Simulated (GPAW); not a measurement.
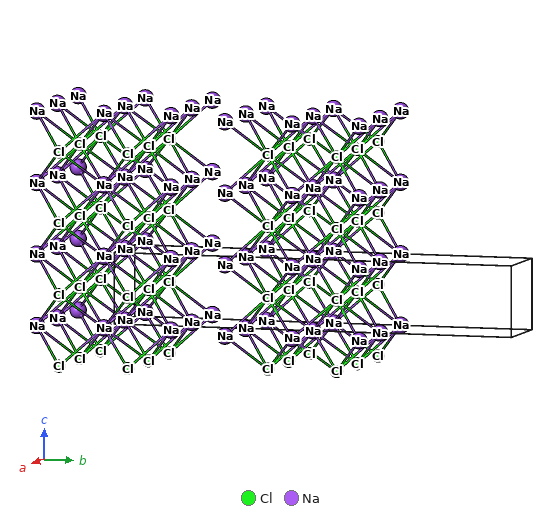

Na3Cl2 (space group Cmmm, No. 65). Coordinates: a cell listed in the Materials Project, as set up for an electronic-structure calculation.

Bonds are taken as Cl–Na below 3.4 Å. Atoms with one bond or none are removed and atoms with two bonds are replaced by edges, until no such atom is left.

**What kind of net remains, and which atoms are its nodes?**

A trinodal (4,8,8)-connected, two-periodic (layers) net: Na(4i) is a 4-connected node; Cl is an 8-connected node; Na(2b) is an 8-connected node, in the ratio 2:2:1.

**How do the layers lie?**

The layers lie parallel to (010).

**How many nodes does the smallest cycle have?**

Four.

The simplified net, drawn on the atoms' positions. Nodes are coloured by topological kind. One layer is drawn. Edges to nodes outside the piece are drawn as stubs.

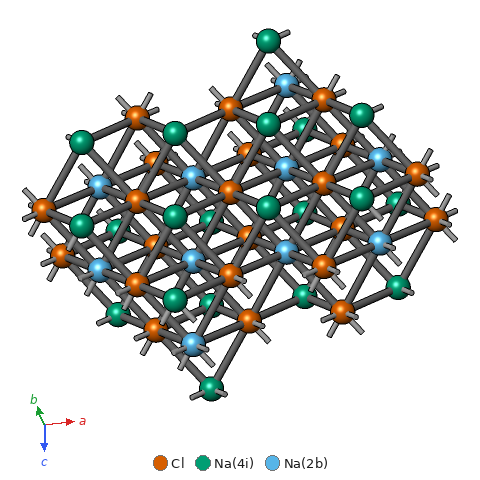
